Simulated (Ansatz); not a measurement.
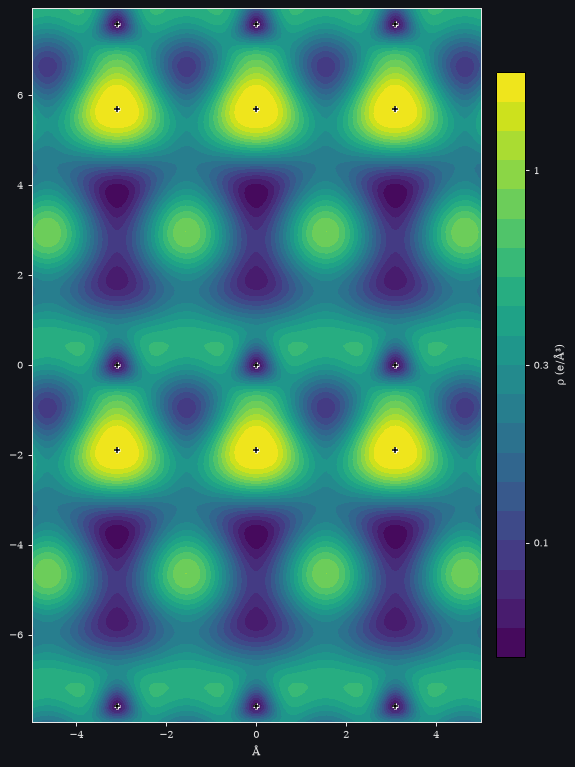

The valence pseudo-density on a plane through atoms (crosses mark nuclei in the plane).

Computed with DFT PBE, plane waves, PAW (Ansatz 0.2.0).

Candidates:
A. MoSe2, a = 3.28 Å, b = 3.28 Å, c = 12.74 Å, α = 90.00°, β = 90.00°, γ = 120.00°. Space group P6₃/mmc; computed without spin polarisation.
B. SiC, a = 3.09 Å, b = 3.09 Å, c = 15.17 Å, α = 90.00°, β = 90.00°, γ = 120.00°. Space group P6₃mc.
C. CrO2, a = 6.25 Å, b = 6.25 Å, c = 2.92 Å, α = 90.00°, β = 90.00°, γ = 90.00°. Space group P4₂/mnm; Hubbard U of 4.5 eV on Cr d only; spin-polarised.

Q: Which candidate gave the map?

A: Candidate B: SiC on the (010) plane of the conventional cell, which holds Si and C. Si–C (1.90 Å): ρ at the midpoint is about 0.87 e/Å³.
